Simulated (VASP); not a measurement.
```
Cd Se
1.0
     4.30000    0.00000    0.00000
     0.00000    7.02000    0.00000
     0.00000    0.00000   17.41303
Cd Se
8 8
Direct
  0.00000 0.00000 0.14357
  0.50000 0.50000 0.21486
  0.50000 0.00000 0.35743
  0.00000 0.50000 0.42871
  0.00000 0.00000 0.57129
  0.50000 0.50000 0.64257
  0.50000 0.00000 0.78514
  0.00000 0.50000 0.85643
  0.00000 0.38500 0.14357
  0.50000 0.88500 0.21486
  0.50000 0.38500 0.35743
  0.00000 0.88500 0.42871
  0.00000 0.38500 0.57129
  0.50000 0.88500 0.64257
  0.50000 0.38500 0.78514
  0.00000 0.88500 0.85643
```

Not relaxed (largest force 1.2 eV/Å).

Method: Kohn-Sham DFT of a periodic cell, PBEsol, VASP PAW PBE potentials, recommended (VASP).

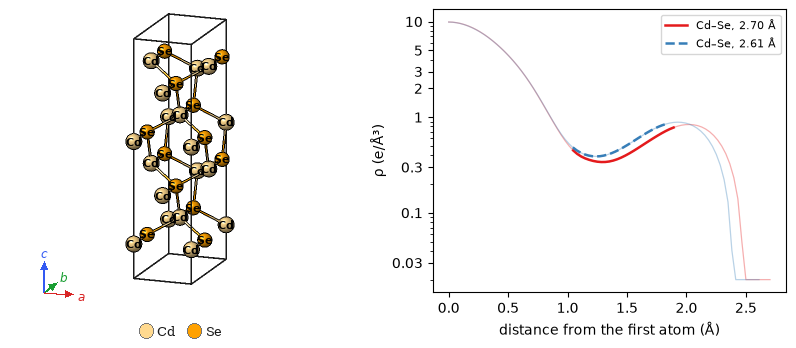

CdSe (slab). Valence pseudo-density along straight lines between neighbouring atoms. Thin, pale parts lie inside the atomic spheres. The structure is drawn too.

The density is the valence pseudo-density of a PAW calculation; it isn't the true density close to the nuclei.

Question: Compare the contacts.

Answer: Cd–Se (2.70 Å): ρ at the midpoint is about 0.34 e/Å³.
Cd–Se (2.61 Å): ρ at the midpoint is about 0.4 e/Å³.
